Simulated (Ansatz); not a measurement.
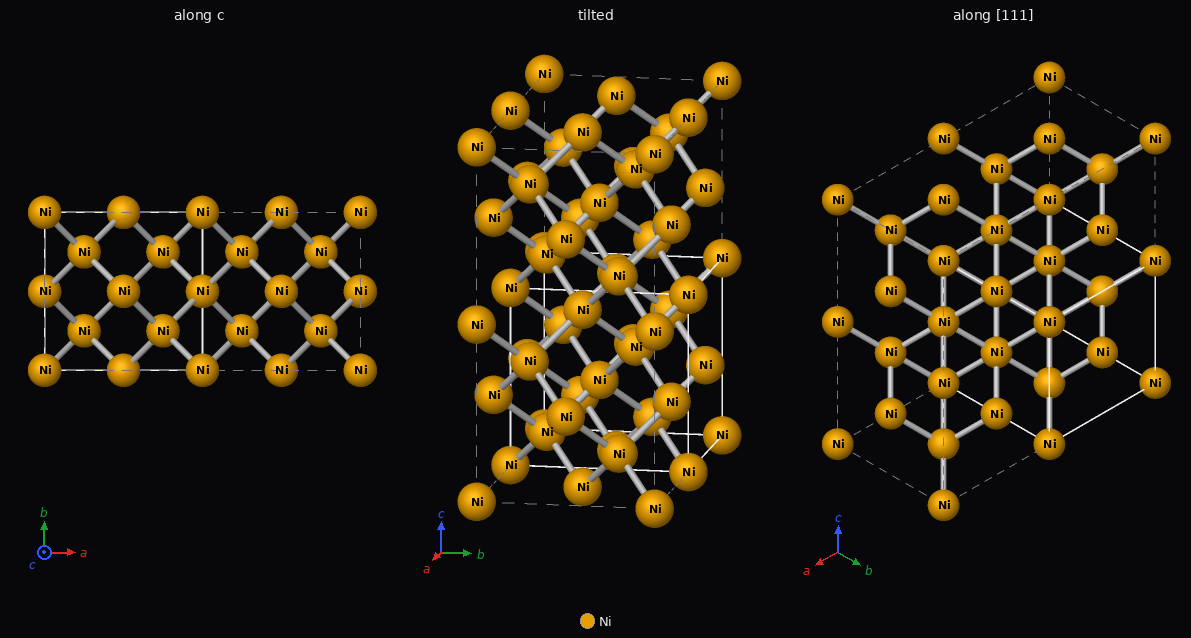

Drawn in the ball-and-stick manner and seen along the c axis, slightly off an axis and along [111]. One conventional unit cell is drawn solid; the view covers 2×1×2 cells. Cell: a = 5.100 Å, b = 5.100 Å, c = 5.100 Å, α = 90.00°, β = 90.00°, γ = 90.00°.

Notes on the structure:

- The element is nickel.
- It belongs to space group Fd-3m (No. 227) and has a face-centred cubic lattice.
- This arrangement goes by the name diamond.
- The cell holds eight atoms.
- About every Ni there are four Ni in a tetrahedral arrangement at about 2.2 Å.
- The bonds build a three-dimensional framework.

The structure comes from a structure listed in the Materials Project, with elements exchanged, so it need not be a known form of the compound. Atoms and cell were optimised with Ansatz 0.2.0, DFT PBE, scalar-relativistic, plane waves, PAW.
